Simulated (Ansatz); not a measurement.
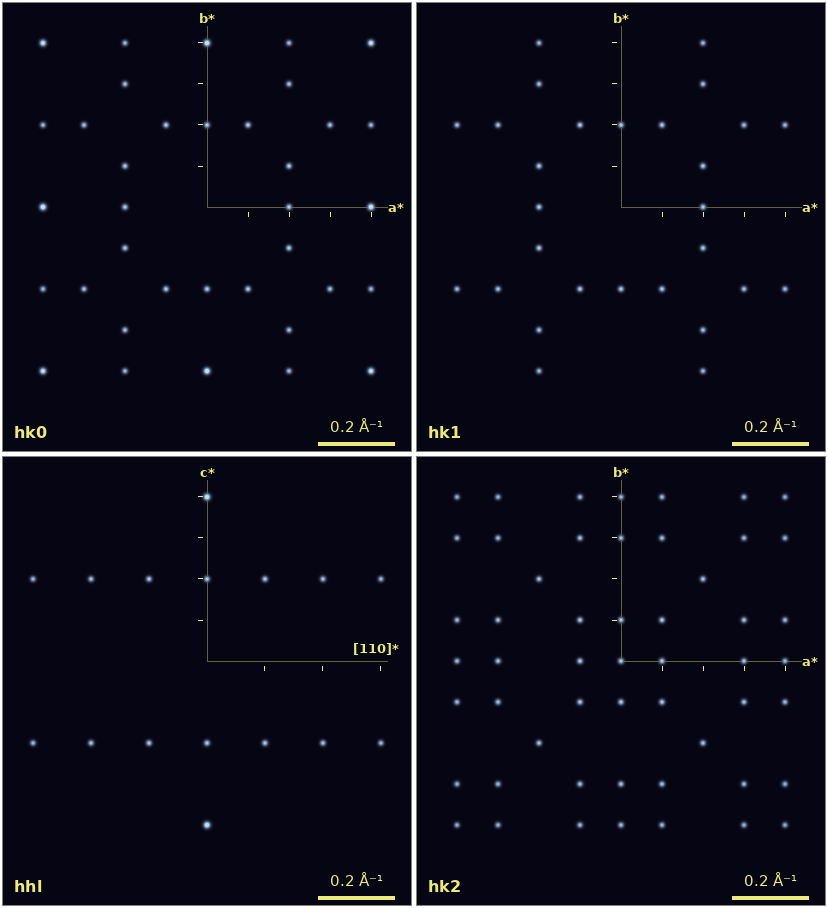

Simulated precession-type sections (X-rays; kinematic intensities, B = 0.5 Å²). The ticks mark integer indices of the conventional cell.

The compound is Hg. Structure: the geometry relaxed with DFT, RPBE, plane waves (420 eV) with PAW, scalar-relativistic (Ansatz); the starting structure was generated, so it need not be a known form of this composition.

> Read the reciprocal cell and give the direct cell.

a* = 0.109, b* = 0.109, c* = 0.109 Å⁻¹; the cell is cubic with a = 9.20 Å.

> List the systematic absences.

Reflections are present only under these conditions. hkl: no condition; hk0: no condition; hhl: l = 2n; h00: h = 2n. The lattice is primitive (P). Further gaps, such as 0 4 1, 4 0 1, 1 4 0, come from atoms on special positions, not from the group's general conditions. A few very weak reflections are below the display threshold.

> Which space groups fit?

The intensities have Laue symmetry m-3m (the hk0 layer shows 4mm, hk1 shows 4mm). With these conditions the candidates are P-43n (No. 218), Pm-3n (No. 223). Diffraction geometry alone does not choose among them; the structure has Pm-3n.
